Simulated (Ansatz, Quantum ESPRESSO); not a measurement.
# Evanescent states of LiCl, rock salt type, lattice constant set to 4.87 Å, part 3 of 3

Wanted: the complex band structure of LiCl, rock salt type, lattice constant set to 4.87 Å, as for a tunnel barrier.

Quantum ESPRESSO 7.5; plane-wave DFT, LDA, GBRV ultrasoft pseudopotentials; cross-check by Ansatz 0.2.0 with PAW datasets.

So far. Step 2 (SCF with pw.x): The run needed 8 iterations to bring the estimated error under 1e-09 Ry.

The structure was built from a prototype and need not be the compound's stable phase.

## Step 4: Complex bands with pwcond.x, with epsproj = 0.01

Level of this step: complex band structure by pwcond; plane-wave DFT, LDA, GBRV ultrasoft pseudopotentials (Quantum ESPRESSO).

A sensitivity test on the input.

Contents of cbs.w.in:

```
&inputcond
  outdir = './out'
  prefixl = 'scf'
  band_file = 'cbs.w'
  ikind = 0
  ewind = 4.0
  epsproj = 0.01
  nz1 = 7
  energy0 = 7.44
  denergy = -0.24
/
4
  0.00000000 0.00000000 1.00000000
  0.50000000 0.00000000 1.00000000
  0.50000000 0.50000000 1.00000000
  0.25000000 0.00000000 1.00000000
40
```

Run with:

```bash
$ OMP_NUM_THREADS=1 mpirun -n 2 pwcond.x -in cbs.w.in > cbs.w.out
```

Numbers of over 12 decimals in the logs are rounded to 6 here.

What it wrote:

```text
[banner, memory and clock lines left out]
Program PWCOND v.7.5 starts
[citation notice left out]

[...]
./out/scf.save/

[...]
negative rho (up, down):  2.873E-02 0.000E+00
     Reading collected, re-writing distributed wavefunctions

===== INPUT FILE containing the left lead =====

     GEOMETRY:

     lattice parameter (alat)  =       6.5075  a.u.
     the volume                =     389.7207 (a.u.)^3
     the cross section         =      42.3473 (a.u.)^2
     l of the unit cell        =       1.4142 (alat)
     number of atoms/cell      =            4
     number of atomic types    =            2

     crystal axes: (cart. coord. in units of alat)
               a(1) = (  1.0000  0.0000  0.0000 )
               a(2) = (  0.0000  1.0000  0.0000 )
               a(3) = (  0.0000  0.0000  1.4142 )

   Cartesian axes

     site n.     atom                  positions (alat units)
          1        Li     tau(  1)=(  0.0000  0.0000  1.4142  )
          2        Cl     tau(  2)=(  0.5000  0.5000  1.4142  )
          3        Li     tau(  3)=(  0.5000  0.5000  0.7071  )
          4        Cl     tau(  4)=(  0.0000  0.0000  0.7071  )

     nr1s                      =           27
     nr2s                      =           27
     nr3s                      =           40
     nr1sx                     =           27
     nr2sx                     =           27
     nr3sx                     =           40
     nr1                       =           30
     nr2                       =           30
     nr3                       =           45
     nr1x                      =           30
     nr2x                      =           30
     nr3x                      =           45

 _______________________________
  Radii of nonlocal spheres:

     type       ibeta     ang. mom.          radius (alat units)
       Li         1         0                    0.3098
       Li         2         0                    0.3098
       Li         3         0                    0.3098
       Li         4         1                    0.3098
       Li         5         1                    0.3098
       Cl         1         0                    0.2006
       Cl         2         0                    0.2006
       Cl         3         1                    0.2006
       Cl         4         1                    0.2006
       Cl         5         2                    0.2006
       Cl         6         2                    0.2006
----- General information -----

----- Complex band structure calculation -----

     nrx                       =           27
     nry                       =           27
     nz1                       =            7

     energy0               =         7.4E+00
     denergy               =        -2.4E-01
     nenergy               =         40
     ecut2d                =         4.0E+01
     ewind                 =         4.0E+00
     epsproj               =         1.0E-02

     number of k_|| points=    4
                       cryst. coord.
        k(    1) = (   0.0000000   0.0000000), wk =   0.2500000
        k(    2) = (   0.5000000   0.0000000), wk =   0.2500000
        k(    3) = (   0.5000000   0.5000000), wk =   0.2500000
        k(    4) = (   0.2500000   0.0000000), wk =   0.2500000
----- Information about left lead -----

     nocros                   =           27
     noins                    =           27
     norb                     =           81
     norbf                    =           81
     nrz                      =           40

      iorb      type   ibeta   ang. mom.   m       position (alat)
        1        1       1        0        1   taunew(   1)=(  0.0000  0.0000  0.0000)
        2        1       2        0        1   taunew(   2)=(  0.0000  0.0000  0.0000)
[...]
81        2       6        2        5   taunew(  81)=(  0.5000  0.5000  1.4142)
 ngper, shell number =          137          22
 ngper, n2d =          137          42
---  E-Ef =    7.4400000  k =    0.0000000   0.0000000
---  ie =          1  ik =          1
 Nchannels of the left tip =            1
 Right moving states:
   k1(2pi/a)   k2(2pi/a)   E-Ef (eV)
   0.1846410   0.0000000   7.4400000
 Left moving states:
   k1(2pi/a)   k2(2pi/a)   E-Ef (eV)
  -0.1846411   0.0000000   7.4400000

---  E-Ef =    7.2000000  k =    0.0000000   0.0000000
---  ie =          2  ik =          1
 Nchannels of the left tip =            1
 Right moving states:
   k1(2pi/a)   k2(2pi/a)   E-Ef (eV)
   0.1217512   0.0000000   7.2000000
 Left moving states:
   k1(2pi/a)   k2(2pi/a)   E-Ef (eV)
  -0.1217512   0.0000000   7.2000000
[... further energies and points left out ...]
---  E-Ef =   -1.6800000  k =    0.2500000   0.0000000
---  ie =         39  ik =          4
 Nchannels of the left tip =            2
 Right moving states:
   k1(2pi/a)   k2(2pi/a)   E-Ef (eV)
  -0.1651811  -0.0000000  -1.6800000
   0.2580578   0.0000000  -1.6800000
 Left moving states:
   k1(2pi/a)   k2(2pi/a)   E-Ef (eV)
   0.1651810  -0.0000000  -1.6800000
  -0.2580578   0.0000000  -1.6800000

---  E-Ef =   -1.9200000  k =    0.2500000   0.0000000
---  ie =         40  ik =          4
 Nchannels of the left tip =            2
 Right moving states:
   k1(2pi/a)   k2(2pi/a)   E-Ef (eV)
   0.1971793   0.0000000  -1.9200000
  -0.2312220  -0.0000000  -1.9200000
 Left moving states:
   k1(2pi/a)   k2(2pi/a)   E-Ef (eV)
  -0.1971793   0.0000000  -1.9200000
   0.2312220  -0.0000000  -1.9200000

[...]
```

Elapsed: 23 s, on 2 MPI ranks of Intel Xeon Platinum 8488C (Sapphire Rapids), shared host; peak memory 0.12 GiB.

The changed values were drawn from a wide range, not chosen for quality; the comparison shows what they did here together.

Beside the run it was changed from:

```
                                       quantity  this run  unchanged run  difference
peak of the smallest κ at the zone centre (Å⁻¹)     0.525          0.524      0.0010
       peak of the smallest κ at (1/2, 0) (Å⁻¹)     0.416          0.415      0.0010
                                  wall time (s)        23             61
```

The physical values in this table move by up to 0.24 %.

## Step 5: Cross-check with Ansatz

As a check, the same structure is run in Ansatz.

Level of this step: plane-wave DFT, LDA, Ansatz PAW (Ansatz 0.2.0).

Contents of input.yaml:

```yaml
crystal:
  lattice:
    - [3.4436100244, 0.0, 0.0]
    - [0.0, 3.4436100244, 0.0]
    - [0.0, 0.0, 4.87]
  atoms:
    - { symbol: Li, position: [0.0, 0.0, 0.0] }
    - { symbol: Cl, position: [0.5, 0.5, 0.0] }
    - { symbol: Li, position: [0.5, 0.5, 0.5] }
    - { symbol: Cl, position: [0.0, 0.0, 0.5] }
kpoints:
  mp_grid: { grid: [8, 8, 6] }
hamiltonian:
  xc: lda
scf:
  occupations: { method: fixed }
  convergence: { dr2_threshold: 1.0e-09 }
output:
  transmission:
    leads: [[0, 0]]
    kpoints: [[0, 0], [0.5, 0], [0.5, 0.5], [0.25, 0]]
    e_range: [-1.92, 7.44]
    de: 0.24
```

Run with:

```bash
$ ansatz run input.yaml --threads 2 --pin off --max-ram 4096MiB --backend cpu --events-out ev --progress --plain --runs-dir out
```

What it wrote:

```text
Engine: ansatz 0.2.0, x86_64-unknown-linux-gnu
Pseudopotentials: kind: paw
Pseudopotential: Li, paw, valence charge 3, recommended cutoff 420 eV (normal), Li.paw.azcp
Pseudopotential: Cl, paw, valence charge 7, recommended cutoff 420 eV (normal), Cl.paw.azcp
Functional definition: SPW92
  exchange = slater_x
  correlation = pw_c
Crystal: 4 atoms, lattice volume = 57.751 Å³
Basis set: ecut = 420 eV, 1125 PW (Γ)
Bands: 14, of which v1, the nominal top of the filled ones, is band 10 counted from 1 (9 counted from 0)
Symmetry: 32 space group operations
Space group: Fm-3m (ITA 225), of the structure as read, at distance tolerance 3.9e-5 Å
k-points: 60 of 384
Non-local potential: Li, projectors of the file, l = 0: 3, l = 1: 2, l = 2: 1
Non-local potential: Cl, projectors of the file, l = 0: 2, l = 1: 2, l = 2: 2
PAW form: soft (Blöchl's): semilocal exchange-correlation on the pseudo side does not see the compensation charge
PAW frozen core: Cl, regenerated for the run's functional, and the local potential with it (the file was generated under x = pbe(κ = 0.804, μ = 0.219515), c = pbe(β = 0.066725))
PAW one-centre angular grid: Li, 110 points (default); XC on 64 Gauss nodes
PAW one-centre angular grid: Cl, 110 points (default); XC on 64 Gauss nodes
Initial density: superposition of atomic densities (neutral atoms: chi_scale 0, normalization atom), corrected by the library's trained network
Initial wavefunctions: pseudopotential atomic-orbital guess
Functional: x = slater, c = lda
SCF iter   1: F=—  HF=-2498.941188 eV  |F-HF|=—  |Δ(HF+E_count)|=         —  Δρ=7.45e-3  dr2=2.19e-2  ethr=1.77e-3  ⟨swp⟩=3.9  Hψ=3477  notcnv=0  defer=25
preconditioner: auto → none  [insulator: Δε(μ)=6.473 eV  Ē_g=13.314 eV  n_scr=14 (ndim 8)  ℏωp=19.5 eV  f_vac=0.000  ε∞_Penn≈3.2]
SCF iter   2: F=—  HF=-2498.927861 eV  |F-HF|=—  |Δ(HF+E_count)|=   1.33e-2  Δρ=3.25e-3  dr2=2.45e-3  ethr=1.09e-4  ⟨swp⟩=2.1  Hψ=2040  notcnv=0  defer=119
SCF iter   3: F=—  HF=-2498.925846 eV  |F-HF|=—  |Δ(HF+E_count)|=   2.02e-3  Δρ=6.42e-4  dr2=2.76e-4  ethr=1.23e-5  ⟨swp⟩=2.0  Hψ=1556  notcnv=0  defer=120
SCF iter   4: F=—  HF=-2498.925747 eV  |F-HF|=—  |Δ(HF+E_count)|=   9.86e-5  Δρ=9.84e-5  dr2=2.92e-6  ethr=1.38e-6  ⟨swp⟩=2.0  Hψ=1208  notcnv=0  defer=15
SCF iter   5: F=—  HF=-2498.925747 eV  |F-HF|=—  |Δ(HF+E_count)|=   3.75e-7  Δρ=1.28e-5  dr2=6.25e-8  ethr=1.46e-8  ⟨swp⟩=2.7  Hψ=1389  notcnv=0
SCF iter   6: F=—  HF=-2498.925747 eV  |F-HF|=—  |Δ(HF+E_count)|=   6.53e-7  Δρ=7.73e-7  dr2=1.58e-10  ethr=5.00e-12  ⟨swp⟩=2.4  Hψ=2883  notcnv=0
SCF iter   7: F=-2498.925747 eV  HF=-2498.925747 eV  |F-HF|=1.82e-12  |Δ(HF+E_count)|=  3.55e-11  Δρ=5.08e-8  dr2=4.52e-13  ethr=1.00e-12  ⟨swp⟩=1.0  Hψ=2448  notcnv=0
the search or the solves at the SCF's close seem to have found levels that the self-consistency loop had missed (the run counts 2). By its estimate they hold under 1e-12 electrons; where the run keeps them, the occupations were computed again with them
SCF 1 converged in 7 iterations: F = -2498.925747 eV  dr2 = 4.52e-13
  greatest PAW one-centre occupation: 1.000 electrons in one spin orbital (limit 2), on the Li atom at site 2 (counted from 0), in its partial waves of l = 0
transmission: 8 of 32 steps passed
transmission: 16 of 32 steps passed
transmission: 24 of 32 steps passed
transmission: 32 of 32 steps passed
SCF converged after 7 iterations
Free energy (F): -2498.925747 eV
Harris-Foulkes:  -2498.925747 eV  (|F-HF|=1.82e-12)
Internal energy: -2498.925747 eV  (E = F + TS)
E sigma→0 (E₀):  -2498.925747 eV
Fermi energy:    2.982297 eV
--- Per-component energies (eV) ---
  E_band       = -182.086191
  E_kinetic    = 370.711288
  E_local      = -585.359367  (includes V_loc(G=0)·N_el)
  E_nonlocal   = -5.210510
  E_hartree    = 165.834042
  E_xc         = -235.829634
  E_vxc        = -274.213067  (∫ρ·V_xc dr)
  E_paw        = -1287.843617  (= ΣΔE_a)
  E_vpaw       = -19.682865  (= ΣTr[D̂ρ^β])
  E_aug_tail   = 0.000256  (compensation charges beyond the density's cutoff)
  E_ewald      = -921.609189
  E_core_change = 0.380983  (= ΣΔE_core)
  E_smearing   = -0.000000  (= −TS)
  E_closure    = 0.000000  (closes the sum)
  Σ components = -2498.925747   (vs F -2498.925747, Δ=0.00e0)
--- Band table (eV; the first three rows and the last of 60) ---
  k-point 0: bands = [... 6 lower, 1.5070, 2.9758, 2.9758, 2.9758, 9.9743, 10.6381, 10.8852, 14.6277]
  k-point 1: bands = [... 6 lower, 1.5906, 2.7089, 2.8584, 2.8584, 10.3291, 10.7959, 11.0062, 14.0742]
  k-point 2: bands = [... 6 lower, 1.8277, 2.0074, 2.5549, 2.5549, 11.2643, 11.2859, 11.4031, 13.0186]
  k-point 59: bands = [... 6 lower, 0.1538, 0.1538, 1.5976, 1.5976, 12.8220, 12.8220, 13.1059, 13.1059]
--- Transmission ---
  basis      : 101 plane waves across, 8 finite elements along
  points     : 4, as listed
  energies   : 40 from -1.920000 to 7.440000 eV about the Fermi level, 0.240000 eV apart; the leads are filled to 3.266779 eV, and channels, transmission and decay are at 3.360000 eV
  crystal 0  : Li2Cl2, at the sites [0, 0], period 4.8700 Å: whole cells are its period
    offset         : up to 0.0000 Å between an atom of the period and one for which it stands
    channels       : 0.000000e0 a spin
    conductance    : none, the energies end too early or step too widely for 300 K: set another output.transmission.e_range or a lower de, or, where they end at an eighth of basis.ecutwfc, a higher one
    slowest decay  : 0.4119 /Å at (0.5000, 0.0000)
```

The job ended after 10 s (2 threads; peak memory 0.42 GiB; 13 s of CPU time).

Read from the output:

```
free energy                                      : -2498.9257 eV
gap by band count                                : 6.534 eV
symmetry operations                              : 32
slowest decay at the grid energy nearest mid-gap : 0.4119 Å⁻¹
peak of the smallest κ at the zone centre        : 0.5236 Å⁻¹
peak of the smallest κ at (1/2, 0)               : 0.4152 Å⁻¹
peak of the smallest κ at (1/4, 0)               : 0.4829 Å⁻¹
valence top, on the run's zero                   : 2.982 eV
```

K across = (0, 0) in the cell's reciprocal vectors; values within 0.0025 1/Å of each other count once, columns are sorted by size at each energy, a dash where no further value was kept. Im kz of the slowest decaying states against energy, zero at the highest filled level of the SCF mesh:

```
energy (eV)  decay 1 (Å⁻¹)  decay 2 (Å⁻¹)  decay 3 (Å⁻¹)
      -0.96           1.44              -              -
       0.00         0.0332         0.0498           1.37
       0.96          0.373          0.529           1.30
       1.92          0.480          0.671           1.23
       2.88          0.521          0.747           1.16
       4.08          0.506          0.797           1.01
       5.04          0.447          0.817          0.862
       6.00          0.338          0.689          0.824
       6.96         0.0634          0.449          0.807
```

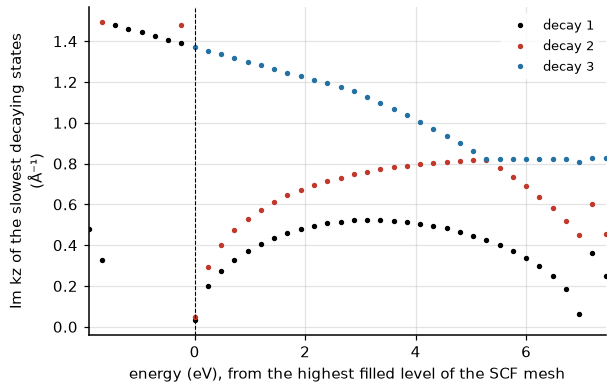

Im kz of the slowest decaying states, plotted against energy.

K across = (0, 0) in the cell's reciprocal vectors. The Re kz of states that move upwards by energy, zero at the highest filled level of the SCF mesh:

```
energy (eV)  channel 1 (Å⁻¹)  channel 2 (Å⁻¹)  channel 3 (Å⁻¹)
      -1.92            0.642                -                -
      -1.20           -0.485            0.397            0.397
      -0.48           -0.461           -0.461           -0.291
       0.00                -                -                -
       0.24                -                -                -
       0.96                -                -                -
       1.68                -                -                -
       2.40                -                -                -
       3.12                -                -                -
       3.84                -                -                -
       4.56                -                -                -
       5.28                -                -                -
       6.00                -                -                -
       6.72                -                -                -
       7.44            0.243                -                -
```

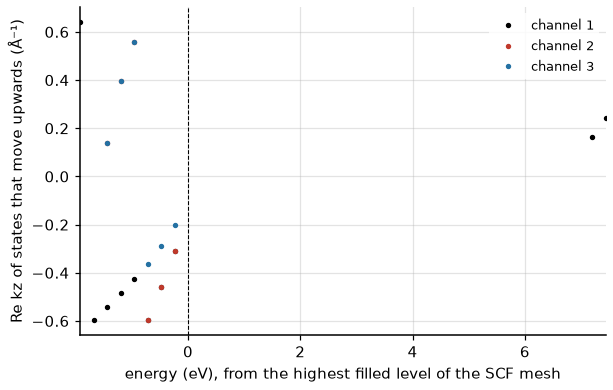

Re kz of states that move upwards against energy.

K across = (1/2, 0) in the cell's reciprocal vectors; values within 0.0025 1/Å of each other count once, columns are sorted by size at each energy, a dash where no further value was kept. Table of Im kz of the slowest decaying states by energy, zero at the highest filled level of the SCF mesh:

```
energy (eV)  decay 1 (Å⁻¹)  decay 2 (Å⁻¹)  decay 3 (Å⁻¹)
      -0.96          0.882           1.39              -
       0.00          0.198          0.708           1.34
       0.96          0.343          0.902           1.28
       1.92          0.399          0.937           1.22
       2.88          0.415          0.927           1.15
       4.08          0.393          0.880           1.06
       5.04          0.339          0.822          0.972
       6.00          0.224          0.744          0.872
       6.96          0.642          0.752              -
```

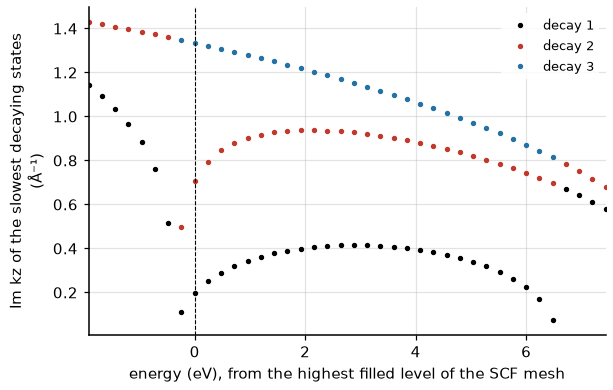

Im kz of the slowest decaying states against energy.

K across = (1/2, 1/2) in the cell's reciprocal vectors; values within 0.0025 1/Å of each other count once, columns are sorted by size at each energy, a dash where no further value was kept. Table of Im kz of the slowest decaying states by energy, zero at the highest filled level of the SCF mesh:

```
energy (eV)  decay 1 (Å⁻¹)  decay 2 (Å⁻¹)  decay 3 (Å⁻¹)
      -0.96          0.298          0.622              -
       0.00          0.448          0.856              -
       0.96          0.513          0.983              -
       1.92          0.539           1.11              -
       2.88          0.539           1.29           1.31
       4.08          0.509          0.983              -
       5.04          0.462          0.808              -
       6.00          0.387           0.64              -
       6.96          0.263          0.443           1.48
```

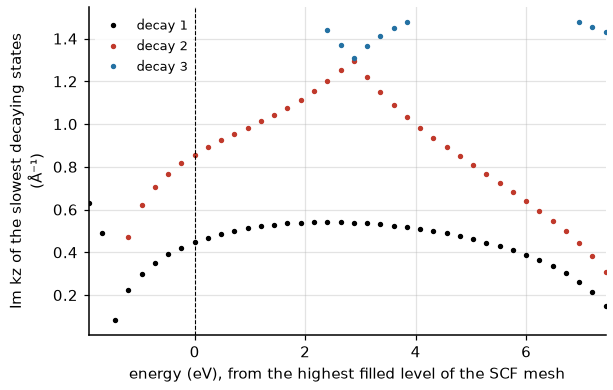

Im kz of the slowest decaying states against energy.

K across = (1/4, 0) in the cell's reciprocal vectors; values within 0.0025 1/Å of each other count once, columns are sorted by size at each energy, a dash where no further value was kept. The Im kz of the slowest decaying states by energy, zero at the highest filled level of the SCF mesh:

```
energy (eV)  decay 1 (Å⁻¹)  decay 2 (Å⁻¹)  decay 3 (Å⁻¹)
      -1.92          0.676           1.46              -
      -1.44          0.446           1.43              -
      -0.72          0.106           1.40              -
      -0.24           1.37           1.48              -
       0.00         0.0853          0.168           1.36
       0.24          0.249          0.365           1.35
       0.72          0.342          0.587           1.32
       1.44          0.419          0.785           1.25
       1.92          0.449          0.912           1.14
       2.40          0.469           1.02           1.22
       3.12          0.482           1.01           1.17
       3.60          0.482          0.993           1.14
       4.08          0.475          0.973           1.10
       4.80          0.452          0.937           1.05
       5.28          0.427          0.907           1.01
       5.76          0.392          0.875          0.969
       6.24          0.344          0.838          0.929
       6.96          0.224          0.775          0.823
       7.44          0.521          0.727          0.916
```

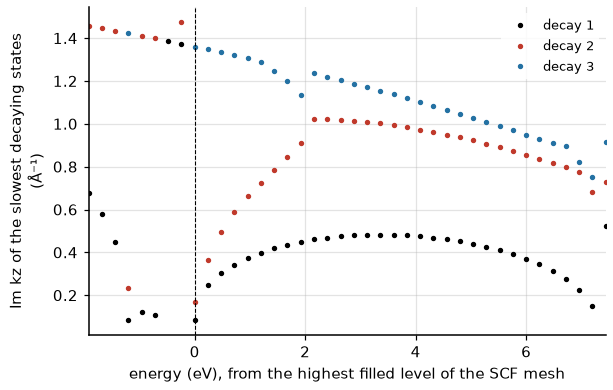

Im kz of the slowest decaying states, plotted against energy.

## Step 6: Worked from the printed numbers

T falls as exp(−2κd). With κ = 0.413 1/Å, 10 Å of barrier pass exp(−2 × 0.413 × 10) = 2.6e-4 of that channel, interfaces aside.

## Step 7: Results

| Quantity | Value |
| --- | --- |
| gap on the SCF mesh | 6.53 eV |
| smallest κ at mid-gap among the four k points, at (1/2, 0) | 0.413 Å⁻¹ |
| peak of the smallest κ in the stop band at the zone centre | 0.524 Å⁻¹ |
| peak of the smallest κ in the stop band at (1/2, 0) | 0.415 Å⁻¹ |
| peak of the smallest κ in the stop band at (1/4, 0) | 0.483 Å⁻¹ |
| energy of the peak at the zone centre, over the highest filled level | 3.12 eV |
| peak at the zone centre by Ansatz | 0.524 Å⁻¹ |

**Reading.** With a gap of 6.53 eV on the mesh, the smallest κ at mid-gap among the four k points, at (1/2, 0) is 0.413 Å⁻¹ (LDA, GBRV ultrasoft). For a barrier with the Fermi level at mid-gap the slowest state found, at (1/2, 0), loses a factor of ten in probability every 2.8 Å or so. Stop bands away from the zone centre are mostly wider than the gap, so their peaks can lie above the conduction bottom. At the zone centre pwcond's peak is 0.524 and Ansatz's 0.524 1/Å, 0 % apart. The cell is the a/√2 one, turned by 45°, with two primitive cells, so X along [001] folds onto kz = 0. A semilocal gap is too small, often by a third to a half and by more in narrow-gap crystals, so real barriers decay faster.

[Logs are printed without paths, hosts, clocks, repeated set-up lines and the standing remarks that a program may print on its own settings, such as how far it seeks lower states.]

[Hosts, paths, dates, database ids (printed as entryN), source tags and the programs' standing remarks are cut or masked in the printed files.]

[Maps of the electrostatic potential energy from Ansatz leave out the sawtooth potential of an applied field or a dipole correction, so their vacuum need not be flat; planar profiles and work functions include it.]
